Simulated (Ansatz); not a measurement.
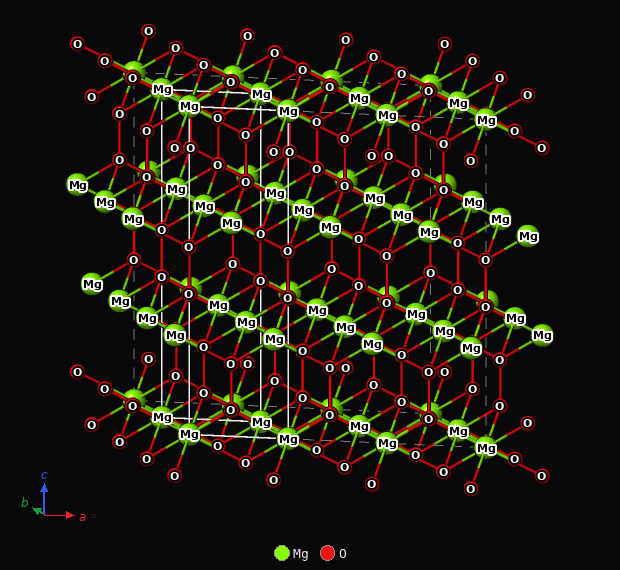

MgO₂ (space group R-3m, No. 166). Coordinates: the input geometry of an electronic-structure calculation (not necessarily at equilibrium).

Bonds are taken as Mg–O below 2.4 Å and O–O below 1.7 Å; no other contact counts. Atoms with one bond or none are removed and atoms with two bonds are replaced by edges, until no such atom is left.

Question: What kind of net remains, and which atoms are its nodes?

Answer: A binodal (4,6)-connected, three-periodic net: O is a 4-connected node; Mg is a 6-connected node, in the ratio 2:1.

Question: Is the net interpenetrated?

Answer: It is a single net, without interpenetration.

Question: How many nodes does the smallest cycle have?

Answer: Four.

Question: Give the first five terms of the coordination sequence (nodes one, two, three … edges away).

Answer: O: 4, 15, 27, 49, 76; Mg: 6, 12, 30, 50, 74.

The simplified net, drawn on the atoms' positions. Nodes are coloured by element. Short stubs are edges that leave the cut-out.

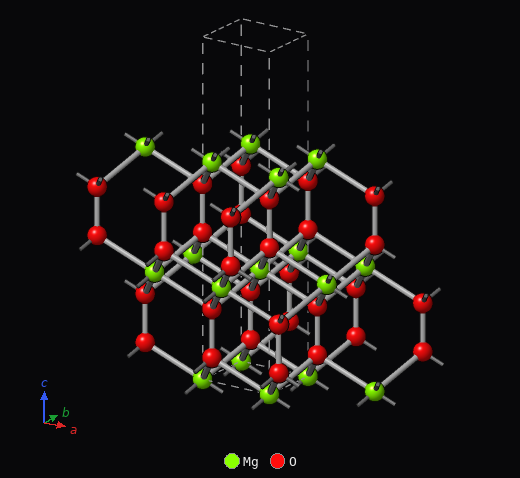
